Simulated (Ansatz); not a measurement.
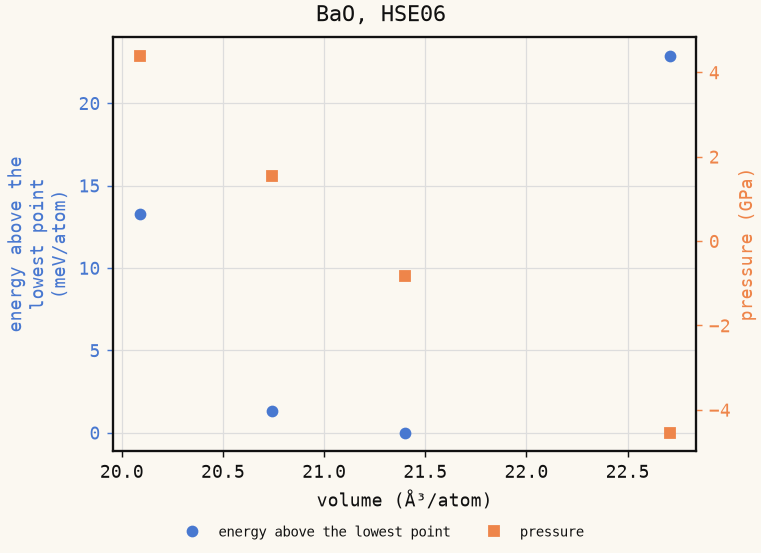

The figure shows the energy above the lowest point and pressure against volume for BaO, space group Fm-3m (No. 225) (one of a set of cubic test structures, which need not be the stable phase).

Method: equation of state of a cubic crystal from periodic Kohn-Sham density functional theory without spin, third-order Birch-Murnaghan fit to the free energies; pressure corrected for the finite basis (Ansatz 0.2.0 development build). Level: HSE06.

structure type rock salt; atoms in cell 2; space group number 225; lattice centring face-centred primitive; k mesh 4×4×4; occupation method Fermi–Dirac; occupation width 0.05 eV; wave cutoff 700 eV; datasets hard PAW; density tolerance 0 eV; bands 17; density cutoff ratio 4; search for lower states default; exchange singularity regularized.

The point at volume 22.05 Å³/atom is left out of the plot. What does the calculation give there?

```
volume (Å³/atom)  energy above the lowest point (meV/atom)  pressure (GPa)
           22.05                                       7.6          -2.849
```

Limits of the calculation: modest k-mesh, values are not fully converged in k; pseudopotentials made with PBE, not this functional.
